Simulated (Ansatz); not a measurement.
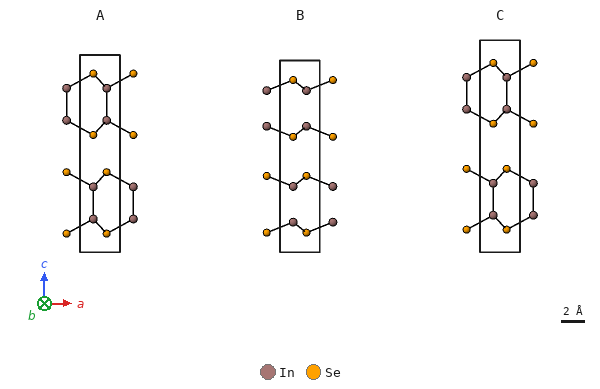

3 geometries from one relaxation of crystalline InSe (set up in P6_3/mmc) (coarse preliminary run), in shuffled order. Style: ball-and-stick. Shown: the cell of the calculation, along the b axis.

The calculation used DFT PBE, scalar-relativistic, plane waves, PAW (Ansatz). Set-up: plane-wave cutoff 420 eV; k-point mesh 6 × 6 × 1; occupations gaussian; smearing width 0.1 eV; no spin polarisation; cell and atoms relaxed; force threshold 0.04 eV/Å; at most 70 steps.

Q: Order the frames from highest to lowest energy.

A: B, A, C. They are steps 0, 2, 7, at +1.926 eV per cell of the calculation, +48.6 meV per cell of the calculation relative to the last. After 6 accepted moves (7 points after the start) the energy has fallen by 1.926 eV per cell of the calculation. Largest force component: 2.9 eV/Å at the start, 0.003 eV/Å at the end. Pressure: 7.65 GPa at the start and 0.05 GPa at the end. The SCF was repeated once at an unchanged geometry on a basis and grid sized afresh for the cell, which shifted the energy by 4.8 meV per cell of the calculation at most. The largest moves relative to the cell, 0.33 Å, are those of In atoms. By element the largest moves are In 0.33 Å, Se 0.08 Å. Cell: a = b 4.050 → 4.086 Å (+0.9 %), c 16.930 → 18.710 Å (+10.5 %). Volume +12.5 %. Some distances before and after: In–In 3.149 → 2.823 Å, In–Se 2.517 → 2.681 Å. Bond angles that change, for instance: Se–In–Se 107.1° → 99.3°, In–Se–In 107.1° → 99.3°. The space group stays P6_3/mmc (No. 194). Cost: 53 s on 1 thread of Intel(R) Xeon(R) Platinum 8375C CPU @ 2.90GHz (Ice Lake), on a shared host, peak memory 0.57 GiB.

Limits of the set-up: layers or molecules are held without a dispersion correction, so their spacing is unreliable.
